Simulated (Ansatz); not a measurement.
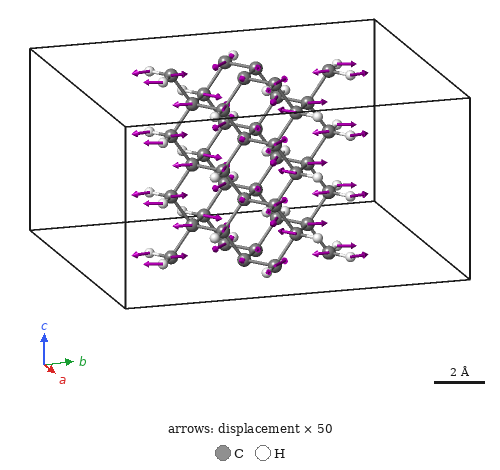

This is a relaxation of a wire of composition H5C6. The starting structure is drawn; purple arrows show the displacements (the part carried along by the change of the cell is left out), magnified 50 times.

Style: ball-and-stick. Shown: the 3 repeat of the cell, with the vacuum cut short, slightly off an axis.

Case: wire along [1 1 0], 12 atoms a period, capped with H.

These are results of DFT PBE, scalar-relativistic, plane waves, PAW (Ansatz 0.2.0), not measurements. Settings: plane-wave cutoff 420 eV; k-point mesh 1 × 1 × 13; occupations gaussian; smearing width 0.05 eV; no spin polarisation; cell relaxed at fixed a, b, alpha, beta, gamma; force threshold 0.02 eV/Å; at most 45 steps.

**What did the optimiser do to the structure, and how much energy did it gain?**

The energy falls by 0.121 eV per cell of the calculation in 4 accepted moves (5 points after the start). The largest force component goes from 1.3 to 0.0085 eV/Å. At 1 point the geometry stayed and the basis and grid were re-selected for the new cell (energy shift of 2.3 meV per cell of the calculation at most each time). The largest moves relative to the layer's centre, 0.022 Å, are those of C atoms. By element the largest moves are C 0.022 Å, H 0.017 Å. Along the periodic axis the drawn cell goes c 7.576 → 7.609 Å (+0.4 %). Among the contacts that change: C–H 1.090 → 1.108 Å, C–C 1.546 → 1.533 Å, C–C 1.546 → 1.559 Å. Among the angles between lasting bonds that change: H–C–H 109.5° → 106.6°, C–C–C 109.5° → 107.1°, C–C–C 109.5° → 111.6°. Cost: 33 s on 4 threads of Arm Neoverse V2 (shared host), peak memory 1.2 GiB.
